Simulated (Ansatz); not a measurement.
# HfSi2 (slab): what the fields show

```
CELL_PARAMETERS angstrom
3.65907 0.00000 0.00000
0.00000 3.68264 0.00000
0.00000 0.00000 28.00994
ATOMIC_POSITIONS crystal
Si 0.75000 0.50000 0.27471
Hf 0.25000 0.00000 0.29536
Si 0.25000 0.50000 0.36993
Si 0.75000 0.00000 0.37030
Hf 0.75000 0.50000 0.44573
Si 0.25000 0.00000 0.47140
Si 0.75000 0.00000 0.52860
Hf 0.25000 0.50000 0.55427
Si 0.25000 0.00000 0.62970
Si 0.75000 0.50000 0.63007
Hf 0.75000 0.00000 0.70464
Si 0.25000 0.50000 0.72529
```

Built by placing these elements on a known structure type.

The calculation used DFT PBE, scalar-relativistic, plane waves, PAW (Ansatz).

Core electrons are frozen (PAW), and the valence fields are smoothed inside the atomic spheres.

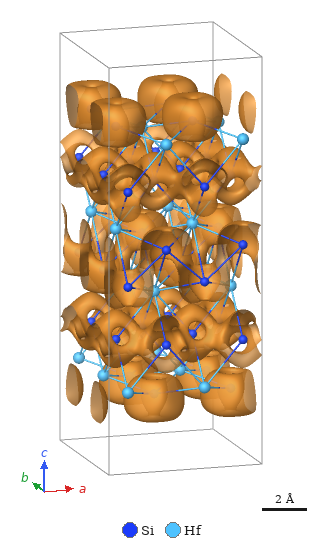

Figure 1. Isosurface of the electron localisation function at 0.65 (orange), seen slightly off an axis. Only the valence region is drawn (cores and ρ < 0.01 e/Å³ removed). Sticks mark near contacts.

> Describe the localisation domains.

The surface consists of two regions wrapped around Si (the valence shell of each), channels that run through the cell in one direction and sheets that run through the cell in two directions, counted in one cell of 12 atoms. Counts are for one cell; the picture repeats the cell along the surface.


Si–Si (2.43 Å): the ELF peaks at about 0.70 between the atoms. Hf–Si (2.66 Å): the ELF peaks at about 0.80 in the valence shell of Si, 0.9 Å from its nucleus, and is about 0.40 at the midpoint.

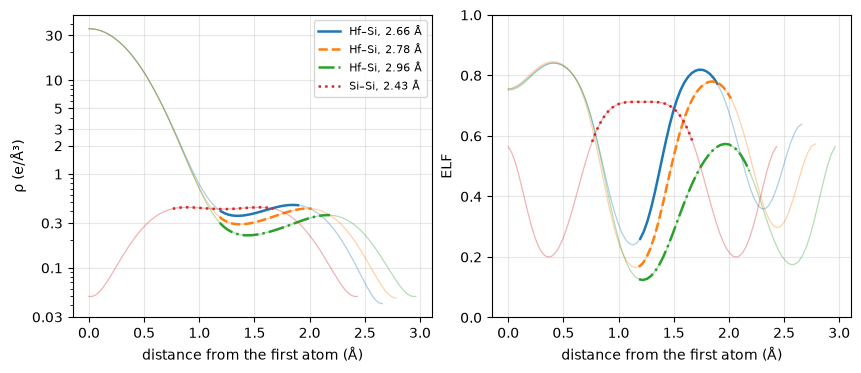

Figure 2. Valence charge density (pseudo) and electron localisation function along straight lines between neighbouring atoms. Thin, pale parts lie inside the atomic spheres.

> What can be read from the curves?

Hf–Si (2.66 Å): the density is about 0.36 e/Å³ at the midpoint; the ELF peaks at about 0.80 in the valence shell of Si, 0.9 Å from its nucleus, and is about 0.40 at the midpoint.
Hf–Si (2.78 Å): the density is about 0.29 e/Å³ at the midpoint; the ELF peaks at about 0.80 in the valence shell of Si, 0.9 Å from its nucleus, and is about 0.35 at the midpoint.
Hf–Si (2.96 Å): ρ is about 0.22 e/Å³ halfway; the ELF peaks at about 0.55 in the valence shell of Si, 1.0 Å from its nucleus, and is about 0.25 at the midpoint; no shared electron pair shows on this line.
Si–Si (2.43 Å): the density is about 0.42 e/Å³ at the midpoint; the ELF peaks at about 0.70 between the atoms.

> Metal or insulator at this level of theory?

It is metallic or semimetallic at this level of theory: no gap opens.
